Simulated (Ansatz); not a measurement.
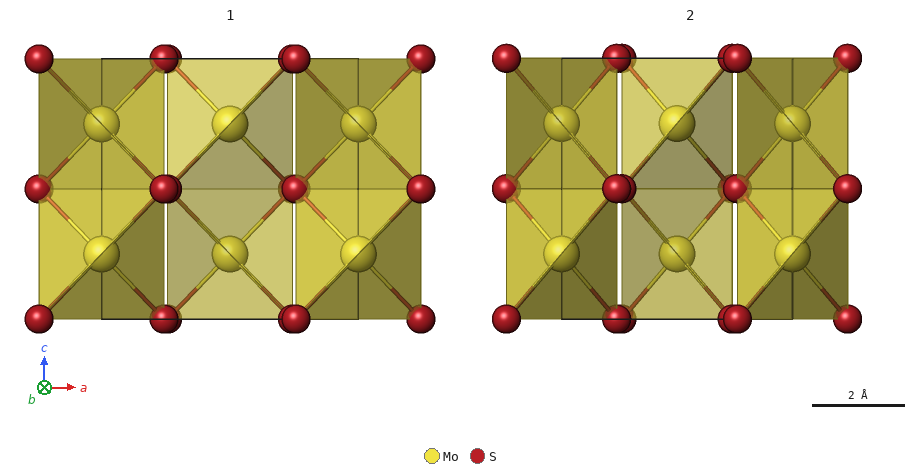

Two geometries of crystalline MoS2 (built on the SiS2-72 type type), drawn at one scale. One is the start of a relaxation, the other its converged end. Style: polyhedral. Shown: the conventional cell (2 times the calculation's cell), along the b axis. Lengths and directions refer to the drawn axes.

These are results of Ansatz 0.2.0, DFT, r2SCAN+rVV10, plane waves, PAW, not measurements. Set-up: plane-wave cutoff 500 eV; k-point mesh 6 × 6 × 6; occupations fermi dirac; smearing width 0.03 eV; no spin polarisation; cell and atoms relaxed; force threshold 0.01 eV/Å; at most 120 steps.

Which one is relaxed?

Answer. Structure 2 is the relaxed one. Over 14 accepted moves (16 points after the start) the energy falls by 29.9 meV per cell of the calculation. Largest force component: 0.21 eV/Å at the start, 0.00011 eV/Å at the end. Pressure: 0.62 GPa at the start and 0.00 GPa at the end. The line search rejected the trial step at point 10 of the run. The SCF was repeated once at an unchanged geometry on a basis and grid sized afresh for the cell, which shifted the energy by 0.1 meV per cell of the calculation at most. The largest moves relative to the cell, 0.091 Å, are those of S atoms. Mo stays in place. The volume changes by −2.5 %, with a 5.596 → 5.031 Å (−10.1 %), b 9.909 → 10.723 Å (+8.2 %), c 5.667 → 5.680 Å (+0.2 %). Near-neighbour distances that change, for instance: Mo–S 2.262 → 2.270 Å, Mo–Mo 2.834 → 2.840 Å. Bond angles that change, for instance: S–Mo–S 120.5° → 110.0°, S–Mo–S 106.1° → 116.2°. The space group stays Ibam (No. 72).
